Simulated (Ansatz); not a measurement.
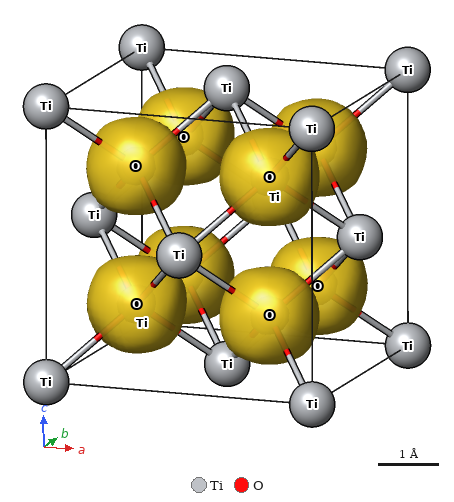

The picture shows: TiO$_{2}$. Isosurface of the ELF at 0.65 (yellow), seen slightly off an axis. Only the valence region is drawn (cores and ρ < 0.01 e/Å³ removed). Sticks mark near contacts.

Space group R-3m; started from the fluorite prototype, which need not be the ambient phase; changed on purpose from its base cell (shear 111 strain -0.5%); computed pressure about 7 GPa in this cell; computed without spin polarisation.

The calculation used DFT, PBE, plane waves, PAW in Ansatz.

In a PAW calculation such maps are meaningful between the atoms, not at the nuclei.

**Identify the bonds, lone pairs and shells in this picture.**

At this value the surface marks out eight regions wrapped around O (the valence shell of each), counted in one cell of 12 atoms. Any copies at cell faces, edges or corners count once. Along the contacts the grid gives the following. Ti–O (2.07 Å): the ELF peaks at about 0.85 in the valence shell of O, 0.6 Å from its nucleus, and is about 0.20 at the midpoint: no localised pair shows between them.
